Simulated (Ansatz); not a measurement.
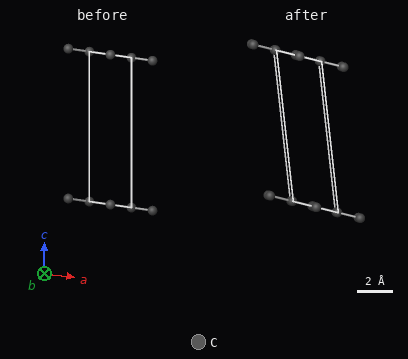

The structure of crystalline C (set up in P6/mmm) before (left) and after (right) a relaxation, at one scale.

A ball-and-stick model of the cell of the calculation, seen along the b axis.

All numbers below come from Ansatz, DFT LDA, scalar-relativistic, plane waves, PAW. Settings: plane-wave cutoff 420 eV; k-point mesh 14 × 14 × 14; occupations gaussian; smearing width 0.15 eV; no spin polarisation.

**What changed between the two?**

The largest moves relative to the cell, 0.017 Å, are those of C atoms. Cell: a 2.445 → 2.669 Å (+9.2 %), b 4.234 → 3.972 Å (−6.2 %), c 8.869 → 8.933 Å (+0.7 %), α 103.8° → 101.0°, β 97.9° → 109.3°, γ 90.0° → 94.8°. Volume −1.9 %. Some distances before and after: C–C 1.411 → 1.518 Å, C–C 1.411 → 1.357 Å, C–C 1.411 → 1.431 Å. Bond angles that change, for instance: C–C–C 120.0° → 129.6°, C–C–C 120.0° → 110.9°. The space group (tolerance 0.01 Å) goes from P6/mmm (No. 191) to P-1 (No. 2).

Limits of the set-up: layers or molecules are held without a dispersion correction, so their spacing is unreliable.
